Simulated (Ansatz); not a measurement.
# AlN (P6_3mc): the host for defect calculations, part 2 of 3

Aim: the runs on the perfect crystal AlN (P6_3mc) that a defect calculation needs first.

Ansatz 0.2.0; plane-wave PAW DFT, r2SCAN; relaxation of the host's cell and atoms (the session's first sound run).

So far: The structure; Host cell relaxation; Primitive cell on a dense mesh.

## Step 4: Self-consistent run

This step: plane-wave PAW DFT, r2SCAN; single point of the defect-free supercell, a test of its k-points (Ansatz 0.2.0).

System of this step: AlN (P6_3mc). The cell holds 72 atoms: 36 Al and 36 N. Its edges and angles: a = 9.320 Å, b = 9.320 Å, c = 9.957 Å, α = 90.0°, β = 90.0°, γ = 120.0°.

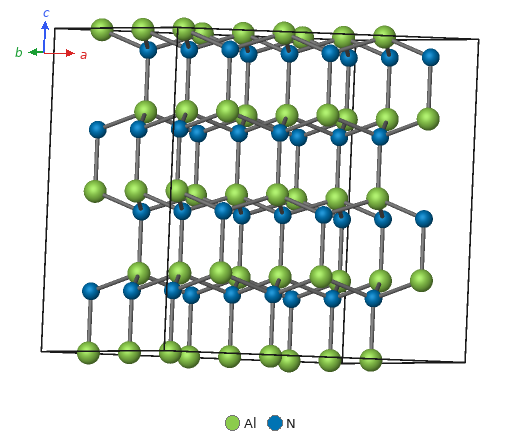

The cell of this step (aluminium green, nitrogen blue). Some periodic images of atoms are drawn too.

pristine.sampling/input.yaml

```yaml
crystal:
  lattice:
    - [9.3200881827, 8.6e-08, 0.0]
    - [-4.6600441658, 8.0714330888, 0.0]
    - [0.0, 0.0, 9.957120705]
  atoms:
    - { symbol: Al, position: [0.2222222222, 0.1111111111, 0.2496022559] }
    - { symbol: Al, position: [0.1111111111, 0.2222222222, 0.4996022559] }
    - { symbol: "N", position: [0.2222222222, 0.1111111111, 0.4403977441] }
    - { symbol: "N", position: [0.1111111111, 0.2222222222, 0.1903977441] }
    - { symbol: Al, position: [0.2222222222, 0.1111111111, 0.7496022559] }
    - { symbol: Al, position: [0.1111111111, 0.2222222222, 0.9996022559] }
    - { symbol: "N", position: [0.2222222222, 0.1111111111, 0.9403977441] }
    - { symbol: "N", position: [0.1111111111, 0.2222222222, 0.6903977441] }
    - { symbol: Al, position: [0.2222222222, 0.4444444444, 0.2496022559] }
    - { symbol: Al, position: [0.1111111111, 0.5555555556, 0.4996022559] }
    - { symbol: "N", position: [0.2222222222, 0.4444444444, 0.4403977441] }
    - { symbol: "N", position: [0.1111111111, 0.5555555556, 0.1903977441] }
    - { symbol: Al, position: [0.2222222222, 0.4444444444, 0.7496022559] }
    - { symbol: Al, position: [0.1111111111, 0.5555555556, 0.9996022559] }
    - { symbol: "N", position: [0.2222222222, 0.4444444444, 0.9403977441] }
    - { symbol: "N", position: [0.1111111111, 0.5555555556, 0.6903977441] }
    - { symbol: Al, position: [0.2222222222, 0.7777777778, 0.2496022559] }
    - { symbol: Al, position: [0.1111111111, 0.8888888889, 0.4996022559] }
    - { symbol: "N", position: [0.2222222222, 0.7777777778, 0.4403977441] }
    - { symbol: "N", position: [0.1111111111, 0.8888888889, 0.1903977441] }
    - { symbol: Al, position: [0.2222222222, 0.7777777778, 0.7496022559] }
    - { symbol: Al, position: [0.1111111111, 0.8888888889, 0.9996022559] }
    - { symbol: "N", position: [0.2222222222, 0.7777777778, 0.9403977441] }
    - { symbol: "N", position: [0.1111111111, 0.8888888889, 0.6903977441] }
    - { symbol: Al, position: [0.5555555556, 0.1111111111, 0.2496022559] }
    - { symbol: Al, position: [0.4444444444, 0.2222222222, 0.4996022559] }
    - { symbol: "N", position: [0.5555555556, 0.1111111111, 0.4403977441] }
    - { symbol: "N", position: [0.4444444444, 0.2222222222, 0.1903977441] }
    - { symbol: Al, position: [0.5555555556, 0.1111111111, 0.7496022559] }
    - { symbol: Al, position: [0.4444444444, 0.2222222222, 0.9996022559] }
    - { symbol: "N", position: [0.5555555556, 0.1111111111, 0.9403977441] }
    - { symbol: "N", position: [0.4444444444, 0.2222222222, 0.6903977441] }
    - { symbol: Al, position: [0.5555555556, 0.4444444444, 0.2496022559] }
    - { symbol: Al, position: [0.4444444444, 0.5555555556, 0.4996022559] }
    - { symbol: "N", position: [0.5555555556, 0.4444444444, 0.4403977441] }
    - { symbol: "N", position: [0.4444444444, 0.5555555556, 0.1903977441] }
    - { symbol: Al, position: [0.5555555556, 0.4444444444, 0.7496022559] }
    - { symbol: Al, position: [0.4444444444, 0.5555555556, 0.9996022559] }
    - { symbol: "N", position: [0.5555555556, 0.4444444444, 0.9403977441] }
    - { symbol: "N", position: [0.4444444444, 0.5555555556, 0.6903977441] }
    - { symbol: Al, position: [0.5555555556, 0.7777777778, 0.2496022559] }
    - { symbol: Al, position: [0.4444444444, 0.8888888889, 0.4996022559] }
    - { symbol: "N", position: [0.5555555556, 0.7777777778, 0.4403977441] }
    - { symbol: "N", position: [0.4444444444, 0.8888888889, 0.1903977441] }
    - { symbol: Al, position: [0.5555555556, 0.7777777778, 0.7496022559] }
    - { symbol: Al, position: [0.4444444444, 0.8888888889, 0.9996022559] }
    - { symbol: "N", position: [0.5555555556, 0.7777777778, 0.9403977441] }
    - { symbol: "N", position: [0.4444444444, 0.8888888889, 0.6903977441] }
    - { symbol: Al, position: [0.8888888889, 0.1111111111, 0.2496022559] }
    - { symbol: Al, position: [0.7777777778, 0.2222222222, 0.4996022559] }
    - { symbol: "N", position: [0.8888888889, 0.1111111111, 0.4403977441] }
    - { symbol: "N", position: [0.7777777778, 0.2222222222, 0.1903977441] }
    - { symbol: Al, position: [0.8888888889, 0.1111111111, 0.7496022559] }
    - { symbol: Al, position: [0.7777777778, 0.2222222222, 0.9996022559] }
    - { symbol: "N", position: [0.8888888889, 0.1111111111, 0.9403977441] }
    - { symbol: "N", position: [0.7777777778, 0.2222222222, 0.6903977441] }
    - { symbol: Al, position: [0.8888888889, 0.4444444444, 0.2496022559] }
    - { symbol: Al, position: [0.7777777778, 0.5555555556, 0.4996022559] }
    - { symbol: "N", position: [0.8888888889, 0.4444444444, 0.4403977441] }
    - { symbol: "N", position: [0.7777777778, 0.5555555556, 0.1903977441] }
    - { symbol: Al, position: [0.8888888889, 0.4444444444, 0.7496022559] }
    - { symbol: Al, position: [0.7777777778, 0.5555555556, 0.9996022559] }
    - { symbol: "N", position: [0.8888888889, 0.4444444444, 0.9403977441] }
    - { symbol: "N", position: [0.7777777778, 0.5555555556, 0.6903977441] }
    - { symbol: Al, position: [0.8888888889, 0.7777777778, 0.2496022559] }
    - { symbol: Al, position: [0.7777777778, 0.8888888889, 0.4996022559] }
    - { symbol: "N", position: [0.8888888889, 0.7777777778, 0.4403977441] }
    - { symbol: "N", position: [0.7777777778, 0.8888888889, 0.1903977441] }
    - { symbol: Al, position: [0.8888888889, 0.7777777778, 0.7496022559] }
    - { symbol: Al, position: [0.7777777778, 0.8888888889, 0.9996022559] }
    - { symbol: "N", position: [0.8888888889, 0.7777777778, 0.9403977441] }
    - { symbol: "N", position: [0.7777777778, 0.8888888889, 0.6903977441] }
basis:
  ecutwfc: 500
  xc_grid: 2
hamiltonian:
  xc: r2scan
kpoints:
  mp_grid: { grid: [1, 1, 1], shift: [0.25, 0.25, 0.25] }
scf:
  occupations: { method: fermi_dirac, width: 0.01 }
  max_iter: 80
```

Run with:

```console
ansatz run input.yaml --threads 4 --pin off --max-ram 7536MiB --backend cpu --events-out ev --progress --plain --runs-dir out
```

Numbers of over 12 decimals in the logs are rounded to 6 here.

The log of the run:

```text
[...]
Crystal: 72 atoms, lattice volume = 749.039 Å³
Basis set: ecut = 500 eV, 18913 PW (Γ), exchange–correlation on 144×144×150 points (8 copies of the dense FFT grid, shifted against one another)
Bands: 216, of which v1, the nominal top of the filled ones, is band 144 counted from 1 (143 counted from 0)
Symmetry: 36 space group operations
k-points: 1
[...]
SCF iter   1: F=—  HF=-33423.937827 eV  |F-HF|=—  |Δ(HF+E_count)|=         —  Δρ=6.16e-3  dr2=2.44e-1  dr2_τ=5.52e0  ethr=1.77e-3  ⟨swp⟩=6.0  Hψ=985  notcnv=0  defer=28
[...]
SCF iter   3: F=—  HF=-33426.473122 eV  |F-HF|=—  |Δ(HF+E_count)|=   1.78e-2  Δρ=2.07e-3  dr2=3.35e-2  dr2_τ=1.82e-3  ethr=4.55e-5  ⟨swp⟩=2.0  Hψ=303  notcnv=0  defer=14
automatic band count: iteration 3 solves 166 bands in place of 216: the levels show a gap, and the empty bands left out lie too high to hold charge; the band table lists the bands solved (type scf.n_extra_bands for more)
SCF iter   4: F=—  HF=-33426.468624 eV  |F-HF|=—  |Δ(HF+E_count)|=   4.50e-3  Δρ=2.81e-4  dr2=7.04e-4  dr2_τ=3.31e-4  ethr=1.16e-5  ⟨swp⟩=2.0  Hψ=303  notcnv=0  defer=14
[...]
SCF iter   7: F=-33426.468042 eV  HF=-33426.468042 eV  |F-HF|=2.45e-8  |Δ(HF+E_count)|=   6.47e-7  Δρ=3.08e-6  dr2=8.59e-8  dr2_τ=7.96e-10  ethr=2.60e-10  ⟨swp⟩=1.0  Hψ=465  notcnv=0
SCF 1 converged in 7 iterations: F = -33426.468042 eV  dr2 = 8.59e-8
[...]
SCF converged after 7 iterations
Free energy (F): -33426.468042 eV
[...]
Internal energy: -33426.468042 eV  (E = F + TS)
E sigma→0 (E₀):  -33426.468042 eV
Fermi energy:    9.771987 eV
[...]
```

The job ended after 8.6 s (4 threads of Arm Neoverse V1, shared host; peak memory 1.5 GiB; 33 s of CPU time).

Numbers from this step:

- energy over dense mesh: -0.01386 eV/atom

## Step 5: Defect free supercell relaxed from its symmetric sites

This cell, the one that will hold the defects, is built from the relaxed host. Its coarser k-points can move the atoms a little, so it is relaxed from the symmetric sites, as the reference for the test of stability.

This step: plane-wave PAW DFT, r2SCAN; relaxation of the defect-free supercell from its symmetric sites (Ansatz 0.2.0).

pristine.symmetric/input.yaml, as its differences from pristine.sampling/input.yaml of step 4:

```diff
@@ -88 +88,12 @@
   max_iter: 80
+output:
+  forces: true
+relax:
+  f_tol: 0.01
+  max_steps: 60
+  escape_saddle: false
+checkpoint:
+  write: "../pristine.symmetric.run"
+  compress: false
+  write_wavefunctions: false
+  write_every: 100000
```

The log of the run:

```text
[...]
Crystal: 72 atoms, lattice volume = 749.039 Å³
Basis set: ecut = 500 eV, 18913 PW (Γ), exchange–correlation on 144×144×150 points (8 copies of the dense FFT grid, shifted against one another)
Bands: 216, of which v1, the nominal top of the filled ones, is band 144 counted from 1 (143 counted from 0)
Symmetry: 36 space group operations
k-points: 1
[...]
SCF iter   1: F=—  HF=-33423.937825 eV  |F-HF|=—  |Δ(HF+E_count)|=         —  Δρ=6.16e-3  dr2=2.44e-1  dr2_τ=5.52e0  ethr=1.77e-3  ⟨swp⟩=6.0  Hψ=985  notcnv=0  defer=28
[...]
SCF iter   7: F=-33426.468042 eV  HF=-33426.468042 eV  |F-HF|=2.46e-8  |Δ(HF+E_count)|=   6.45e-7  Δρ=3.08e-6  dr2=8.59e-8  dr2_τ=7.92e-10  ethr=8.68e-10  ⟨swp⟩=4.0  Hψ=509  notcnv=0
SCF 1 converged in 7 iterations: F = -33426.468042 eV  dr2 = 8.59e-8
[...]
relax step   1: F+E_penalty+E_count = -33426.46804207 eV  Δ(F+E_penalty+E_count) = +0.000e0 eV  max|allowed force component| = 3.956e-2 eV/Å  Δτ_max = 0.0000 Å  (7 SCF iters, dr2 threshold 2.50e-6 eV, accepted)
[...]
relax step   2: F+E_penalty+E_count = -33426.46963145 eV  Δ(F+E_penalty+E_count) = -1.589e-3 eV  max|allowed force component| = 2.418e-2 eV/Å  Δτ_max = 0.0016 Å  (5 SCF iters, accepted)
SCF iter   1: F=—  HF=-33426.471564 eV  |F-HF|=—  |Δ(HF+E_count)|=         —  Δρ=2.44e-4  dr2=5.19e-4  dr2_τ=1.69e-3  ethr=1.17e-6  ⟨swp⟩=3.0  Hψ=353  notcnv=0  defer=14
[...]
SCF iter   5: F=-33426.470802 eV  HF=-33426.470802 eV  |F-HF|=1.83e-9  |Δ(HF+E_count)|=   2.89e-8  Δρ=8.50e-7  dr2=5.86e-9  dr2_τ=1.93e-10  ethr=3.47e-11  ⟨swp⟩=3.0  Hψ=458  notcnv=0
SCF 3 converged in 5 iterations: F = -33426.470802 eV  dr2 = 5.86e-9
relax step   3: F+E_penalty+E_count = -33426.47080176 eV  Δ(F+E_penalty+E_count) = -1.170e-3 eV  max|allowed force component| = 1.731e-3 eV/Å  Δτ_max = 0.0014 Å  (5 SCF iters, accepted)
[...]
SCF iter   2: F=-33426.470802 eV  HF=-33426.470802 eV  |F-HF|=7.28e-12  |Δ(HF+E_count)|=  9.02e-10  Δρ=4.64e-7  dr2=1.69e-9  dr2_τ=4.29e-11  ethr=2.04e-12  ⟨swp⟩=2.0  Hψ=364  notcnv=0
SCF 4 converged in 2 iterations: F = -33426.470802 eV  dr2 = 1.69e-9
SCF converged after 2 iterations
Free energy (F): -33426.470802 eV
[...]
Internal energy: -33426.470802 eV  (E = F + TS)
E sigma→0 (E₀):  -33426.470802 eV
Fermi energy:    9.769923 eV
[...]
--- Forces (eV/Å), atoms counted from 1 ---
  atom   1  Al    -0.00044987     0.00026863     0.00171053
  atom   2  Al     0.00045757    -0.00025528     0.00171053
  atom   3  N      0.00019276    -0.00012008    -0.00174997
  atom   4  N     -0.00020037     0.00010689    -0.00174997
  atom   5  Al    -0.00044987     0.00026863     0.00171053
  atom   6  Al     0.00045757    -0.00025528     0.00171053
  atom   7  N      0.00019276    -0.00012008    -0.00174997
  atom   8  N     -0.00020037     0.00010689    -0.00174997
  atom   9  Al    -0.00044987     0.00026863     0.00171053
  atom  10  Al     0.00045757    -0.00025528     0.00171053
  atom  11  N      0.00019276    -0.00012008    -0.00174997
  atom  12  N     -0.00020037     0.00010689    -0.00174997
  atom  13  Al    -0.00044987     0.00026863     0.00171053
  atom  14  Al     0.00045757    -0.00025528     0.00171053
  atom  15  N      0.00019276    -0.00012008    -0.00174997
  atom  16  N     -0.00020037     0.00010689    -0.00174997
  atom  17  Al    -0.00044987     0.00026863     0.00171053
  atom  18  Al     0.00045757    -0.00025528     0.00171053
  atom  19  N      0.00019276    -0.00012008    -0.00174997
  atom  20  N     -0.00020037     0.00010689    -0.00174997
  atom  21  Al    -0.00044987     0.00026863     0.00171053
  atom  22  Al     0.00045757    -0.00025528     0.00171053
  atom  23  N      0.00019276    -0.00012008    -0.00174997
  atom  24  N     -0.00020037     0.00010689    -0.00174997
  atom  25  Al    -0.00044987     0.00026863     0.00171053
  atom  26  Al     0.00045757    -0.00025528     0.00171053
  atom  27  N      0.00019276    -0.00012008    -0.00174997
  atom  28  N     -0.00020037     0.00010689    -0.00174997
  atom  29  Al    -0.00044987     0.00026863     0.00171053
  atom  30  Al     0.00045757    -0.00025528     0.00171053
  atom  31  N      0.00019276    -0.00012008    -0.00174997
  atom  32  N     -0.00020037     0.00010689    -0.00174997
  atom  33  Al    -0.00044987     0.00026863     0.00171053
  atom  34  Al     0.00045757    -0.00025528     0.00171053
  atom  35  N      0.00019276    -0.00012008    -0.00174997
  atom  36  N     -0.00020037     0.00010689    -0.00174997
  atom  37  Al    -0.00044987     0.00026863     0.00171053
  atom  38  Al     0.00045757    -0.00025528     0.00171053
  atom  39  N      0.00019276    -0.00012008    -0.00174997
  atom  40  N     -0.00020037     0.00010689    -0.00174997
[...]
atom  61  Al    -0.00044987     0.00026863     0.00171053
  atom  62  Al     0.00045757    -0.00025528     0.00171053
  atom  63  N      0.00019276    -0.00012008    -0.00174997
  atom  64  N     -0.00020037     0.00010689    -0.00174997
  atom  65  Al    -0.00044987     0.00026863     0.00171053
  atom  66  Al     0.00045757    -0.00025528     0.00171053
  atom  67  N      0.00019276    -0.00012008    -0.00174997
  atom  68  N     -0.00020037     0.00010689    -0.00174997
  atom  69  Al    -0.00044987     0.00026863     0.00171053
  atom  70  Al     0.00045757    -0.00025528     0.00171053
  atom  71  N      0.00019276    -0.00012008    -0.00174997
  atom  72  N     -0.00020037     0.00010689    -0.00174997
  max |Σ_I F_I| component: 1.42e-3 eV/Å
--- Relaxed structure (3 steps of the walk, 3 accepted, 0 SCFs on fresh bases) ---
  F+E_penalty+E_count = -33426.47080176 eV   max|allowed force component| = 1.731e-3 eV/Å
  atoms:
    - { symbol: Al, position: [0.222241, 0.111094, 0.249674] }
    - { symbol: Al, position: [0.111094, 0.222241, 0.499674] }
    - { symbol: N, position: [0.222043, 0.111289, 0.440326] }
    - { symbol: N, position: [0.111289, 0.222043, 0.190326] }
    - { symbol: Al, position: [0.222241, 0.111094, 0.749674] }
    - { symbol: Al, position: [0.111094, 0.222241, 0.999674] }
    - { symbol: N, position: [0.222043, 0.111289, 0.940326] }
    - { symbol: N, position: [0.111289, 0.222043, 0.690326] }
    - { symbol: Al, position: [0.222241, 0.444427, 0.249674] }
    - { symbol: Al, position: [0.111094, 0.555574, 0.499674] }
    - { symbol: N, position: [0.222043, 0.444622, 0.440326] }
    - { symbol: N, position: [0.111289, 0.555377, 0.190326] }
    - { symbol: Al, position: [0.222241, 0.444427, 0.749674] }
    - { symbol: Al, position: [0.111094, 0.555574, 0.999674] }
    - { symbol: N, position: [0.222043, 0.444622, 0.940326] }
    - { symbol: N, position: [0.111289, 0.555377, 0.690326] }
    - { symbol: Al, position: [0.222241, 0.777760, 0.249674] }
    - { symbol: Al, position: [0.111094, 0.888908, 0.499674] }
    - { symbol: N, position: [0.222043, 0.777955, 0.440326] }
    - { symbol: N, position: [0.111289, 0.888710, 0.190326] }
    - { symbol: Al, position: [0.222241, 0.777760, 0.749674] }
    - { symbol: Al, position: [0.111094, 0.888908, 0.999674] }
    - { symbol: N, position: [0.222043, 0.777955, 0.940326] }
    - { symbol: N, position: [0.111289, 0.888710, 0.690326] }
    - { symbol: Al, position: [0.555574, 0.111094, 0.249674] }
    - { symbol: Al, position: [0.444427, 0.222241, 0.499674] }
    - { symbol: N, position: [0.555377, 0.111289, 0.440326] }
    - { symbol: N, position: [0.444622, 0.222043, 0.190326] }
    - { symbol: Al, position: [0.555574, 0.111094, 0.749674] }
    - { symbol: Al, position: [0.444427, 0.222241, 0.999674] }
    - { symbol: N, position: [0.555377, 0.111289, 0.940326] }
    - { symbol: N, position: [0.444622, 0.222043, 0.690326] }
    - { symbol: Al, position: [0.555574, 0.444427, 0.249674] }
    - { symbol: Al, position: [0.444427, 0.555574, 0.499674] }
    - { symbol: N, position: [0.555377, 0.444622, 0.440326] }
    - { symbol: N, position: [0.444622, 0.555377, 0.190326] }
    - { symbol: Al, position: [0.555574, 0.444427, 0.749674] }
    - { symbol: Al, position: [0.444427, 0.555574, 0.999674] }
    - { symbol: N, position: [0.555377, 0.444622, 0.940326] }
    - { symbol: N, position: [0.444622, 0.555377, 0.690326] }
    - { symbol: Al, position: [0.555574, 0.777760, 0.249674] }
    - { symbol: Al, position: [0.444427, 0.888908, 0.499674] }
    - { symbol: N, position: [0.555377, 0.777955, 0.440326] }
    - { symbol: N, position: [0.444622, 0.888710, 0.190326] }
    - { symbol: Al, position: [0.555574, 0.777760, 0.749674] }
    - { symbol: Al, position: [0.444427, 0.888908, 0.999674] }
    - { symbol: N, position: [0.555377, 0.777955, 0.940326] }
    - { symbol: N, position: [0.444622, 0.888710, 0.690326] }
    - { symbol: Al, position: [0.888908, 0.111094, 0.249674] }
    - { symbol: Al, position: [0.777760, 0.222241, 0.499674] }
    - { symbol: N, position: [0.888710, 0.111289, 0.440326] }
    - { symbol: N, position: [0.777955, 0.222043, 0.190326] }
    - { symbol: Al, position: [0.888908, 0.111094, 0.749674] }
    - { symbol: Al, position: [0.777760, 0.222241, 0.999674] }
    - { symbol: N, position: [0.888710, 0.111289, 0.940326] }
    - { symbol: N, position: [0.777955, 0.222043, 0.690326] }
    - { symbol: Al, position: [0.888908, 0.444427, 0.249674] }
    - { symbol: Al, position: [0.777760, 0.555574, 0.499674] }
    - { symbol: N, position: [0.888710, 0.444622, 0.440326] }
    - { symbol: N, position: [0.777955, 0.555377, 0.190326] }
    - { symbol: Al, position: [0.888908, 0.444427, 0.749674] }
    - { symbol: Al, position: [0.777760, 0.555574, 0.999674] }
    - { symbol: N, position: [0.888710, 0.444622, 0.940326] }
    - { symbol: N, position: [0.777955, 0.555377, 0.690326] }
    - { symbol: Al, position: [0.888908, 0.777760, 0.249674] }
    - { symbol: Al, position: [0.777760, 0.888908, 0.499674] }
    - { symbol: N, position: [0.888710, 0.777955, 0.440326] }
    - { symbol: N, position: [0.777955, 0.888710, 0.190326] }
    - { symbol: Al, position: [0.888908, 0.777760, 0.749674] }
    - { symbol: Al, position: [0.777760, 0.888908, 0.999674] }
    - { symbol: N, position: [0.888710, 0.777955, 0.940326] }
    - { symbol: N, position: [0.777955, 0.888710, 0.690326] }
```

Wall time 25 s (4 threads); peak memory 1.5 GiB.

Hardly anything moved in the relaxation; the energy changed by under 0.2 meV an atom.

(Part 2 of 3 ends here.)

[Logs are printed without paths, hosts, clocks, repeated set-up lines and the standing remarks that a program may print on its own settings, such as how far it seeks lower states.]

[Hosts, paths, dates, database ids (printed as entryN), source tags and the programs' standing remarks are cut or masked in the printed files.]

[Runs of the host that timed out are not shown.]

[For some hosts the program warned that the k-mesh of the response run may be too coarse for force constants and the static dielectric constant; such warnings are not always shown.]
